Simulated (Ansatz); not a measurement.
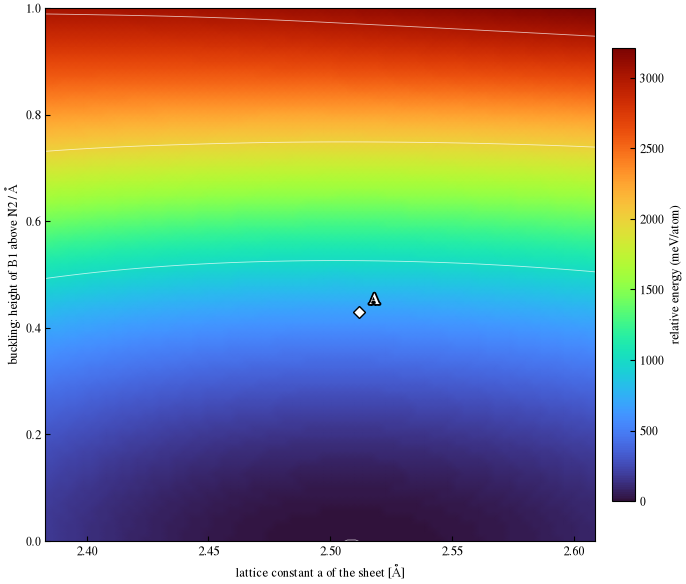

A two-dimensional sheet of BN (2 atoms in the cell). The lattice constant and the buckling of a sheet are varied, nothing relaxed. First axis: lattice constant a of the sheet (both vectors scaled alike). Second axis: buckling: height of B1 above N2. Grid: 8 × 8 points. Points are written as (first, second). Energies: meV/atom, counted from the lowest grid point. All numbers below come from DFT PBE+D3(BJ), scalar-relativistic, plane waves, PAW in Ansatz 0.2.0. Settings: cutoff 420 eV, k-mesh 12×12×1, gaussian smearing 0.02 eV, no spin polarisation.

The picture shows a smooth colour map with a few white contour lines, the point A. Between grid points the surface is interpolated.

> Which way does the force act at A, and how strong is it?

A, at (2.512 Å, 0.429 Å), is not a stationary point. The computed force is 171 meV/atom for each Å towards smaller values of the first coordinate and 3100 meV/atom for each Å towards smaller values of the second coordinate.
